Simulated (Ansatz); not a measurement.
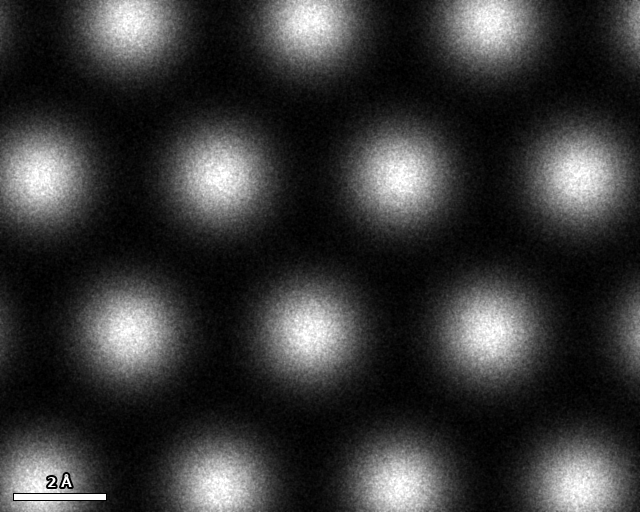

Integrated-DPC-like image of I (P6/mmm, No. 191). Simulated as the projected potential of neutral atoms (B = 0.5 Å²) blurred by a 1.30 Å probe, the thin-sample limit of integrated differential phase contrast. Shot noise was added. Structure used: the end point of a relaxation with DFT PBEsol, scalar-relativistic, plane waves, PAW in Ansatz 0.2.0; the starting structure was generated, so it need not be a known form of this composition.

```xyz
1
Lattice="3.9345 0.0000 0.0000 -1.9673 3.4074 0.0000 0.0000 0.0000 2.9574" Properties=species:S:1:pos:R:3 pbc="T T T"
I     0.0000    0.0000    0.0000
```

**Along which zone axis is the crystal seen: [201], [101], [310] or [001]? (Directions equivalent by symmetry count as one.)**

[001]. The projected cells are 1.38 × 3.48 Å, 101° for [201]; 2.36 × 3.61 Å, 109° for [101]; 1.29 × 2.96 Å, 90° for [310]; 3.93 × 3.93 Å, 120° for [001], and the image repeats as the [001] one does.
